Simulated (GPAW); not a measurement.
A computed C K-edge spectrum of one site in a crystal of C and Zr, with its zero at a photon energy of about 278.2 eV (raw 284.8 eV, less 6.7 eV of added terms; LDA puts this hole about 3 eV below PBE, itself good to a few eV). Method: GPAW, LDA, excited-electron core hole (neutral cell) in a small cell, dipole transitions, broadening that rises with energy.

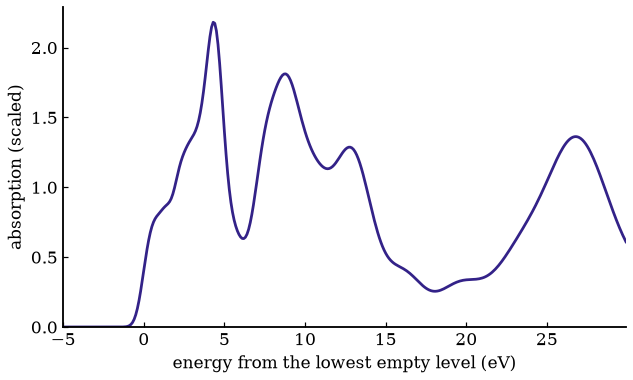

Energy from the lowest empty level; intensity scaled to a mean of 1 over the first 20 eV.

**Question.** Which coordination does this site have?

A K edge sees empty p states; the first features are C p mixed into the empty d states of the Zr neighbours, and the broad ones above probably into the cations' higher empty bands. It is atom 2 of ZrC (rock-salt (TiC)1-x(ZrC)x, x = 1, Fm-3m), with 6 Zr at 2.35 Å (octahedral). Its main maxima below 24 eV lie at 4.3 eV (2.18), 8.8 eV (1.81) and 12.8 eV (1.29). A near-edge spectrum doesn't fix the structure by itself; it is matched against candidates. 

[Hosts, paths, dates, database ids (printed as entryN), source tags and the programs' standing remarks are cut or masked in the printed files.]

[Lists of maxima count a maximum above −3 eV only where it reaches 4 % of the highest in the window and stands out from its surroundings by 2 % of it (1.5 % where it reaches 55 %); shoulders and weaker maxima are passed over, and of the rest the first, up to two pre-edge ones and the few strongest are named.]
